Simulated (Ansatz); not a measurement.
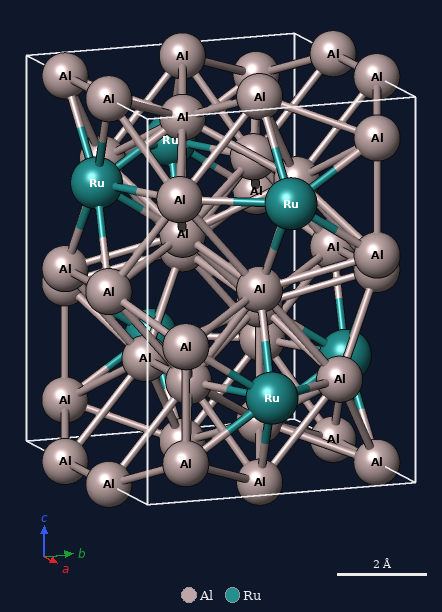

The starting point is solid Al6Ru (set up in Cmcm). Style: ball-and-stick. Shown: the conventional cell (2 times the calculation's cell), slightly off an axis. Lengths and directions refer to the drawn axes.

All numbers below come from DFT PBEsol, scalar-relativistic, plane waves, PAW in Ansatz. (plane-wave cutoff 420 eV; k-point mesh 8 × 8 × 4; occupations gaussian; smearing width 0.1 eV; no spin polarisation)

The variant: The volume is changed by −6.0 %. The cell's shape and the atoms are relaxed at that volume.

Input file:
```yaml
crystal:
  lattice:
    - [3.6569635842, -3.1996108273, 0.0]
    - [3.6569635842, 3.1996108273, 0.0]
    - [0.0, 0.0, 8.7466184576]
  atoms:
    - { symbol: Al, position: [0.3191374088, 0.3191374088, 0.0] }
    - { symbol: Al, position: [0.6808625912, 0.6808625912, 0.5] }
    - { symbol: Al, position: [0.6808625912, 0.6808625912, 0.0] }
    - { symbol: Al, position: [0.3191374088, 0.3191374088, 0.5] }
    - { symbol: Al, position: [0.8564517043, 0.1435482957, 0.0978578548] }
    - { symbol: Al, position: [0.1435482957, 0.8564517043, 0.5978578548] }
    - { symbol: Al, position: [0.8564517043, 0.1435482957, 0.4021421452] }
    - { symbol: Al, position: [0.1435482957, 0.8564517043, 0.9021421452] }
    - { symbol: Al, position: [0.0198140627, 0.6202187913, 0.25] }
    - { symbol: Al, position: [0.9801859373, 0.3797812087, 0.75] }
    - { symbol: Al, position: [0.3797812087, 0.9801859373, 0.25] }
    - { symbol: Al, position: [0.6202187913, 0.0198140627, 0.75] }
    - { symbol: Ru, position: [0.5340315529, 0.4659684471, 0.25] }
    - { symbol: Ru, position: [0.4659684471, 0.5340315529, 0.75] }
basis:
  ecutwfc: 420
kpoints:
  mp_grid: { grid: [8, 8, 4] }
hamiltonian:
  xc: pbesol
scf:
  occupations: { method: gaussian, width: 0.1 }
output:
  forces: true
  stress: true
  eigenvalues: true
relax:
  adjacent_minimum: "off"
  f_tol: 0.01
  max_steps: 30
  cell: { stress_tol: 0.1, fix: [volume] }
```

Command:
```bash
ansatz run input.yaml --threads 4 --pin off --max-ram 10240MiB --backend cpu --events-out ev --progress --plain --runs-dir out
```

**Predict the response.**

The energy rises by 22.8 meV per atom. The pressure goes from 0.0 to 8.3 GPa. Cell: a 7.453 → 7.328 Å (−1.7 %), b 6.535 → 6.397 Å (−2.1 %), c 8.941 → 8.733 Å (−2.3 %). Volume −6.0 %. The largest moves relative to the cell, 0.026 Å, are those of Al9, Al10, Al11 and Al12. Al9 goes roughly along +b. Largest moves by element: Al 0.026 Å, Ru 0.020 Å. Some distances before and after: Al–Al 2.795 → 2.721 Å, Al–Al 2.953 → 2.882 Å, Al–Al 2.833 → 2.768 Å, Al–Al 2.567 → 2.508 Å. The space group stays Cmcm (No. 63).

Drawn alike, the variant:

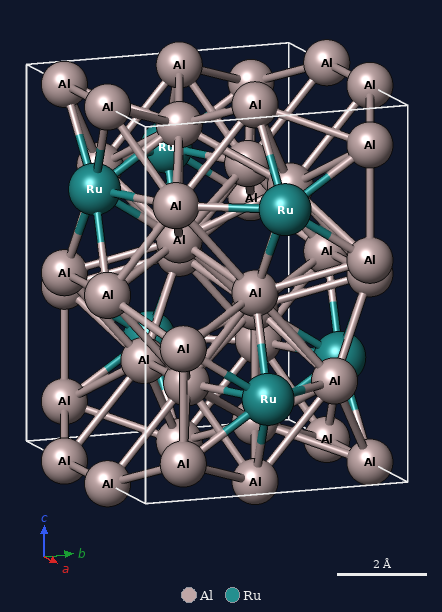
